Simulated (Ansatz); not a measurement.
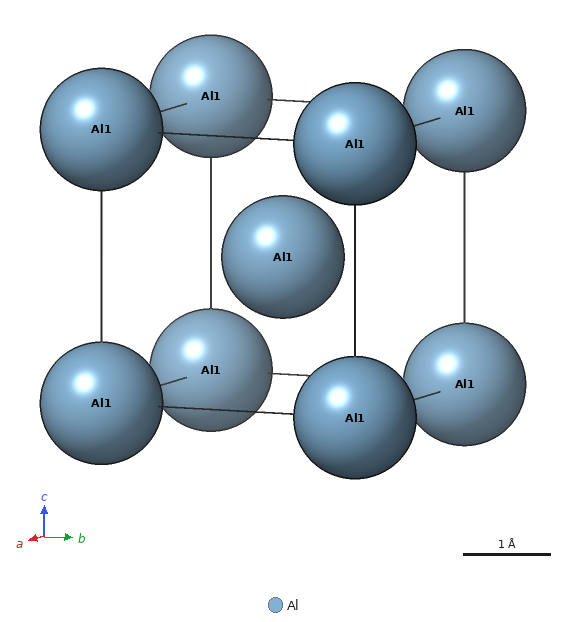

Figure 1. The structure (spheres-only view of the cell 2 times as large as that of the calculation, set on its symmetry axes, seen slightly off an axis; atoms are numbered from 1 in the order of the input).

## Two runs on Al

System: Al (Im-3m, 1 atom in the cell).
Method of run A: Kohn-Sham DFT of a periodic cell, LDA, all-electron LAPW, scalar-relativistic, no spin polarisation (Ansatz 0.2.0).

The structure derives from a Materials Project entry. Text and figures count atoms from 1; the logs count them from 0 in places.

Input, run A:
```yaml
crystal:
  lattice:
    - [-1.59121869, 1.59121869, 1.59121869]
    - [1.59121869, -1.59121869, 1.59121869]
    - [1.59121869, 1.59121869, -1.59121869]
  atoms:
    - { symbol: Al, position: [0.0, 0.0, 0.0] }
kpoints:
  mp_grid: { grid: [12, 12, 12] }
scf:
  occupations: { method: gaussian, width: 0.02 }
hamiltonian:
  xc: lda
  pseudopotentials: { kind: all_electron, lapw: { basis_error: 0.001 } }
output:
  forces: true
  stress: true
  eigenvalues: true
```

Command:
```bash
ansatz run input.yaml --threads 1 --pin off --max-ram 3072MiB --backend cpu --events-out ev --progress --plain --runs-dir out
```

Hardware: 1 thread of Intel Xeon @ 2.70GHz, 189 GiB of memory available, shared host.

Output, shortened to warnings, some set-up lines, iterations and results (run A):
```
Basis set: ecut = 148.09208419988505 eV, 55 PW (Γ), exchange–correlation at level 2
Symmetry: 48 space group operations
k-points: 72 of 1728
Initial density: superposition of atomic densities (chi_scale 0.1, normalization cell)
[...]
SCF iter   1: F=—  HF=-6582.892594 eV  |F-HF|=—  |Δ(HF+E_count)|=         —  Δρ=1.11e-2  dr2=1.29e-2  ethr=1.17e-4  ⟨swp⟩=3.3  Hψ=5552  notcnv=0
SCF iter   2: F=—  HF=-6582.867375 eV  |F-HF|=—  |Δ(HF+E_count)|=   2.52e-2  Δρ=4.90e-3  dr2=2.40e-3  ethr=1.17e-4  ⟨swp⟩=2.0  Hψ=2293  notcnv=0
SCF iter   3: F=—  HF=-6582.862200 eV  |F-HF|=—  |Δ(HF+E_count)|=   5.18e-3  Δρ=2.79e-4  dr2=5.31e-6  ethr=4.82e-8  ⟨swp⟩=2.6  Hψ=3756  notcnv=0
SCF iter   4: F=—  HF=-6582.862181 eV  |F-HF|=—  |Δ(HF+E_count)|=   1.87e-5  Δρ=8.40e-5  dr2=6.25e-7  ethr=4.82e-8  ⟨swp⟩=2.0  Hψ=1963  notcnv=0
SCF iter   5: F=-6582.862182 eV  HF=-6582.862182 eV  |F-HF|=2.00e-11  |Δ(HF+E_count)|=   2.66e-7  Δρ=1.81e-6  dr2=2.81e-10  ethr=5.68e-9  ⟨swp⟩=2.0  Hψ=1963  notcnv=0
SCF 1 converged in 5 iterations: F = -6582.862182 eV  dr2 = 2.81e-10
SCF converged after 5 iterations
Free energy (F): -6582.862182 eV
Harris-Foulkes:  -6582.862182 eV  (|F-HF|=2.00e-11)
Internal energy: -6582.862047 eV  (E = F + TS)
E sigma→0 (E₀):  -6582.862114 eV
Entropy (-TS):   -0.000135 eV (-0.135 meV/atom)
Fermi energy:    9.882548 eV
--- Per-component energies (eV) ---
  E_band       = -498.039914
  E_kinetic    = 6589.664046
  E_xc         = -481.783483
  E_electrostatic = -12690.742610  (all electrons and nuclei)
  E_smearing   = -0.000135  (= −TS)
  E_closure    = 0.000000  (closes the sum)
  E_atoms      = -6578.785301  (free atoms, spherical and without spin; not in F)
  Σ components = -6582.862182   (vs F -6582.862182, Δ=0.00e0)
  Basis errors (estimates in eV, not in F): energy 3.2e-4 per atom: plane waves 3.1e-4 (1.6e-4 summed), levels above the bands 0.0e0, relativity 6.2e-10, radial functions 1.0e-5, core shells 1.5e-16; eigenvalues (radial functions only) 1.0e-4; not estimated: angular momenta, meshes, grids; target …
--- Forces (eV/Å), atoms counted from 1 ---
  atom   1  Al     0.00000000    -0.00000000     0.00000000
  max |Σ_I F_I| component: 1.85e-32 eV/Å
--- Stress (GPa, compression-positive) ---
        0.501362       0.000000       0.000000
        0.000000       0.501362      -0.000000
        0.000000      -0.000000       0.501362
  P = ⅓ Tr σ = 0.5014 GPa (5.014 kbar)
```

For run B the input was changed thus:
```diff
-  xc: lda
+  xc: rpbe
```

How does run B compare with run A?

The total energies belong to different methods, so their difference says nothing on which is more stable or more accurate. The pressure goes from 0.50 to 5.43 GPa. The functional changes from LDA to RPBE. Along LDA, PBEsol, PBE and RPBE the binding weakens and the preferred volume grows, so the same cell is under more pressure with the later ones. The number of SCF iterations is the same.

Output, shortened to warnings, some set-up lines, iterations and results (run B):
```
Basis set: ecut = 147.005118298918 eV, 55 PW (Γ), exchange–correlation at level 2
Symmetry: 48 space group operations
k-points: 72 of 1728
Initial density: superposition of atomic densities (chi_scale 0.1, normalization cell)
[...]
SCF iter   1: F=—  HF=-6610.374336 eV  |F-HF|=—  |Δ(HF+E_count)|=         —  Δρ=1.20e-2  dr2=1.53e-2  ethr=1.38e-4  ⟨swp⟩=3.2  Hψ=5526  notcnv=0
SCF iter   2: F=—  HF=-6610.354589 eV  |F-HF|=—  |Δ(HF+E_count)|=   1.97e-2  Δρ=5.45e-3  dr2=3.09e-3  ethr=1.38e-4  ⟨swp⟩=2.0  Hψ=2275  notcnv=0
SCF iter   3: F=—  HF=-6610.350327 eV  |F-HF|=—  |Δ(HF+E_count)|=   4.26e-3  Δρ=2.43e-4  dr2=4.15e-6  ethr=3.76e-8  ⟨swp⟩=2.7  Hψ=3757  notcnv=0
SCF iter   4: F=—  HF=-6610.350317 eV  |F-HF|=—  |Δ(HF+E_count)|=   1.06e-5  Δρ=7.14e-5  dr2=4.34e-7  ethr=3.76e-8  ⟨swp⟩=2.0  Hψ=1954  notcnv=0
SCF iter   5: F=-6610.350318 eV  HF=-6610.350318 eV  |F-HF|=7.70e-10  |Δ(HF+E_count)|=   7.37e-7  Δρ=2.16e-6  dr2=3.16e-10  ethr=3.95e-9  ⟨swp⟩=2.0  Hψ=1953  notcnv=0
SCF 1 converged in 5 iterations: F = -6610.350318 eV  dr2 = 3.16e-10
SCF converged after 5 iterations
Free energy (F): -6610.350318 eV
Harris-Foulkes:  -6610.350318 eV  (|F-HF|=7.70e-10)
Internal energy: -6610.350167 eV  (E = F + TS)
E sigma→0 (E₀):  -6610.350242 eV
Entropy (-TS):   -0.000151 eV (-0.151 meV/atom)
Fermi energy:    10.223782 eV
--- Per-component energies (eV) ---
  E_band       = -497.722380
  E_kinetic    = 6625.512206
  E_xc         = -510.486908
  E_electrostatic = -12725.375466  (all electrons and nuclei)
  E_smearing   = -0.000151  (= −TS)
  E_closure    = 0.000000  (closes the sum)
  E_atoms      = -6606.981989  (free atoms, spherical and without spin; not in F)
  Σ components = -6610.350318   (vs F -6610.350318, Δ=0.00e0)
  Basis errors (estimates in eV, not in F): energy 3.5e-4 per atom: plane waves 3.0e-4 (1.6e-4 summed), levels above the bands 0.0e0, relativity 1.1e-8, radial functions 4.4e-5, core shells 1.5e-16; eigenvalues (radial functions only) 1.2e-4; not estimated: angular momenta, meshes, grids; target …
--- Forces (eV/Å), atoms counted from 1 ---
  atom   1  Al    -0.00000000    -0.00000000     0.00000000
  max |Σ_I F_I| component: 1.44e-32 eV/Å
--- Stress (GPa, compression-positive) ---
        5.433807       0.000000      -0.000000
        0.000000       5.433807      -0.000000
       -0.000000      -0.000000       5.433807
  P = ⅓ Tr σ = 5.4338 GPa (54.338 kbar)
```

The two runs side by side:

| quantity | run A | run B |
| --- | --- | --- |
| outcome | converged | converged |
| free energy per atom (eV) | −6582.8622 | −6610.3503 |
| gap on the mesh (eV) | 0.00 | 0.00 |
| pressure (GPa) | 0.50 | 5.43 |
| largest force (eV/Å) | 0.000 | 0.000 |
| SCF iterations | 5 | 5 |
| irreducible k-points | 72 | 72 |
| plane waves at Γ | 55 | 55 |
| wall time (shared host) | 2.5 s | 2.1 s |

For run B: The cell is under a pressure of 5.4 GPa at this level, so it is not at its equilibrium volume.
